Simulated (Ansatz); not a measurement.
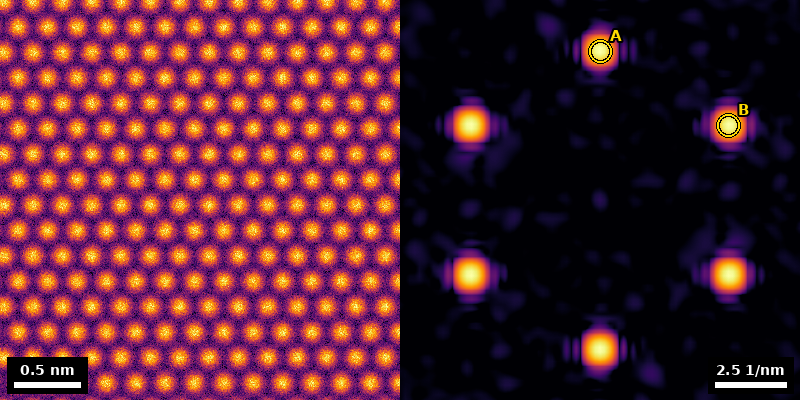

HAADF-like image of a crystal. The image is simulated as a sum over atoms of Z^1.7, blurred by a 1.28 Å probe (no channelling). The probe carries 15 % of its weight in a tail 2.5 times as wide. The display is stretched by a gamma of 0.65; percentages refer to the linear signal. Shot noise was added.

The right panel is the modulus of the image's Fourier transform on a logarithmic scale.

> Which lattice spacings do the marked spots stand for, and what angle do A and B enclose?

A: 1.9 Å, B: 1.9 Å; A and B enclose about 60°.

The crystal is Sm (R-3m, No. 166) along [001]; the spots are (-1 2 0) and (110). Structure: the end point of a relaxation at fixed volume with DFT PBE, spin-orbit coupling, plane waves, PAW (Ansatz 0.2.0).
